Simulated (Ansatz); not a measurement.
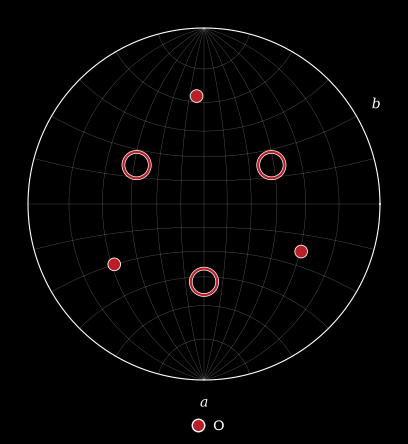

For Al₂O₃, coordinates from a relaxation with DFT PBEsol, scalar-relativistic, plane waves, PAW in Ansatz 0.2.0: directions from one aluminium atom at (2/3, 1/3, 0.185) to its bonded neighbours, in stereographic projection down c (filled: above the plane of the page or in it, open: below). All values are computed from the atomic coordinates in the standard setting (tolerance 0.002 Å).

Neighbours are counted up to 2.28 Å for O.

```yaml
crystal:
  lattice:
    - [4.77379, 0.00000, 0.00000]
    - [-2.38690, 4.13423, 0.00000]
    - [0.00000, 0.00000, 13.01461]
  atoms:
    - { symbol: Al, position: [0.66667, 0.33333, 0.18541] }
    - { symbol: Al, position: [0.33333, 0.66667, 0.31459] }
    - { symbol: Al, position: [0.66667, 0.33333, 0.48125] }
    - { symbol: Al, position: [0.00000, 0.00000, 0.35208] }
    - { symbol: O, position: [0.63919, 0.66667, 0.41667] }
    - { symbol: O, position: [0.33333, 0.97253, 0.41667] }
    - { symbol: O, position: [0.02747, 0.36081, 0.41667] }
    - { symbol: O, position: [0.69414, 0.00000, 0.25000] }
    - { symbol: O, position: [0.00000, 0.69414, 0.25000] }
    - { symbol: O, position: [0.30586, 0.30586, 0.25000] }
    - { symbol: Al, position: [0.33333, 0.66667, 0.51875] }
    - { symbol: Al, position: [0.00000, 0.00000, 0.64792] }
    - { symbol: Al, position: [0.33333, 0.66667, 0.81459] }
    - { symbol: Al, position: [0.66667, 0.33333, 0.68541] }
    - { symbol: O, position: [0.30586, 0.00000, 0.75000] }
    - { symbol: O, position: [0.00000, 0.30586, 0.75000] }
    - { symbol: O, position: [0.69414, 0.69414, 0.75000] }
    - { symbol: O, position: [0.36081, 0.33333, 0.58333] }
    - { symbol: O, position: [0.66667, 0.02747, 0.58333] }
    - { symbol: O, position: [0.97253, 0.63919, 0.58333] }
    - { symbol: Al, position: [0.00000, 0.00000, 0.85208] }
    - { symbol: Al, position: [0.66667, 0.33333, 0.98125] }
    - { symbol: Al, position: [0.00000, 0.00000, 0.14792] }
    - { symbol: Al, position: [0.33333, 0.66667, 0.01875] }
    - { symbol: O, position: [0.97253, 0.33333, 0.08333] }
    - { symbol: O, position: [0.66667, 0.63919, 0.08333] }
    - { symbol: O, position: [0.36081, 0.02747, 0.08333] }
    - { symbol: O, position: [0.02747, 0.66667, 0.91667] }
    - { symbol: O, position: [0.33333, 0.36081, 0.91667] }
    - { symbol: O, position: [0.63919, 0.97253, 0.91667] }
```

How many neighbours are there, and at what angles?

Answer. 6: 3 O at 1.86 Å, 3 O at 1.97 Å. Angles between bonds: 80° (3×), 86° (3×), 91° (3×), 101° (3×), 164° (3×).

What is the site's symmetry in the crystal?

Answer. Point group 3 (C3), order 3: one threefold axis. In R-3c (No. 167, hexagonal axes) this is Wyckoff position 12c.
